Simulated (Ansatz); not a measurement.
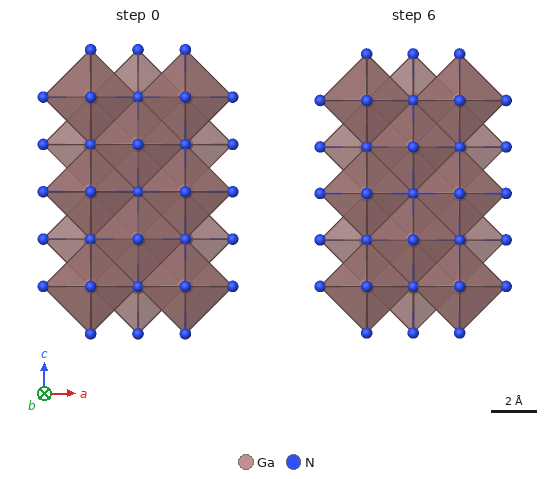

The structure of a crystal of GaN (set up in Fm-3m) before (left) and after (right) a relaxation, at one scale.

A polyhedral model of the conventional cell (4 times the calculation's cell), repeated 1 × 1 × 2 with one cell outlined, seen along the b axis. Lengths and directions refer to the drawn axes.

The run lets cell and atoms move.

The calculation used Kohn-Sham DFT of a periodic cell, PBEsol with D4, Ansatz PAW (Ansatz 0.2.0).

Input file:
```yaml
crystal:
  lattice:
    - [0.0, 2.135235, 2.135235]
    - [2.135235, 0.0, 2.135235]
    - [2.135235, 2.135235, 0.0]
  atoms:
    - { symbol: Ga, position: [0.0, 0.0, 0.0] }
    - { symbol: "N", position: [0.5, 0.5, 0.5] }
hamiltonian:
  xc: pbesol
  pseudopotentials: { kind: paw }
  dispersion: d4
kpoints:
  mp_grid: { grid: [11, 11, 11] }
scf:
  occupations: { method: fermi_dirac, width: 0.05 }
output:
  forces: true
  stress: true
  eigenvalues: true
relax:
  f_tol: 0.01
  max_steps: 40
  cell: { stress_tol: 0.05 }
```

Run as
```bash
ansatz run input.yaml --threads 2 --pin off --max-ram 5632MiB --backend cpu --events-out ev --progress --plain --runs-dir out
```

Question: Summarise the run.

Answer: No atom moves by more than 0.005 Å relative to the cell. Cell: a = b = c 4.270 → 4.194 Å (−1.8 %). Volume −5.3 %. Near-neighbour distances that change, for instance: Ga–N 2.135 → 2.097 Å. The space group stays Fm-3m (No. 225). Over 4 accepted moves (6 points after the start) the energy falls by 19.9 meV per atom. All forces vanish by symmetry, so only the cell relaxes. Pressure: −11.71 GPa at the start and 0.00 GPa at the end. At 2 points the geometry stayed and the basis and grid were re-selected for the new cell (energy shift of 1.6 meV per atom at most each time).
